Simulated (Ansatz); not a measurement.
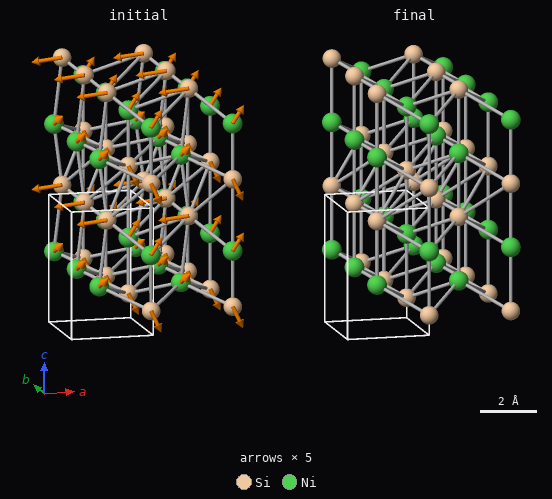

The structure of solid SiNi (set up in P1) before (left) and after (right) a relaxation, at one scale. The orange arrows give the displacements, magnified 5 times.

The picture is a ball-and-stick view of the cell of the calculation, repeated 2 × 3 × 2 with one cell outlined, seen slightly off an axis.

Case: all atoms moved at random, sigma 0.15 Å for each component; relaxed back.

The calculation used DFT PBE, scalar-relativistic, plane waves, PAW (Ansatz).

Input file:
```yaml
crystal:
  lattice:
    - [3.0552835571, 0.0, 0.0]
    - [0.0, 3.2583147393, 0.0]
    - [0.0, 0.0, 4.7093899656]
  atoms:
    - { symbol: Si, position: [0.5681375219, 0.4737041623, 0.8522419928] }
    - { symbol: Si, position: [-0.0228081873, 0.0088230012, 0.1904455582] }
    - { symbol: Ni, position: [0.4845729265, 0.5254275724, 0.3265226994] }
    - { symbol: Ni, position: [-0.0299022611, -0.0079547359, 0.6307897497] }
basis:
  ecutwfc: 420
kpoints:
  mp_grid: { grid: [12, 10, 8] }
hamiltonian:
  xc: pbe
scf:
  occupations: { method: gaussian, width: 0.15 }
output:
  forces: true
  stress: true
  eigenvalues: true
relax:
  adjacent_minimum: "off"
  f_tol: 0.01
  max_steps: 80
```

Launched with:
```bash
ansatz run input.yaml --threads 2 --pin off --max-ram 5120MiB --backend cpu --events-out ev --progress --plain --runs-dir out
```

Question: What changed between the two?

Answer: The atom that moves furthest is Si1 (0.23 Å roughly along [−3 1 0]). Largest moves by element: Si 0.23 Å, Ni 0.16 Å. The lattice vectors keep their values. Near-neighbour distances that change, for instance: Si1–Ni4 2.698 → 2.398 Å, Si2–Ni4 2.636 → 2.351 Å, Si2–Ni4 (another image) 2.075 → 2.358 Å, Si1–Ni4 (another image) 2.625 → 2.398 Å. Among the angles between lasting bonds that change: Si1–Ni3–Si1 165.2° → 180.0°, Si1–Ni3–Si2 81.5° → 68.6°, Si1–Ni3–Si2 99.0° → 111.4°. The space group (tolerance 0.01 Å) goes from P1 (No. 1) to Pmmn (No. 59). The energy falls by 171 meV per atom in 4 geometry steps. The largest force component goes from 3.2 to 0.0054 eV/Å. The run took 2.4 min on 2 threads of Arm Neoverse V1, with other jobs on the host, peak memory 0.75 GiB.

Limits of the set-up: an element that often carries a moment was run without spin polarisation.
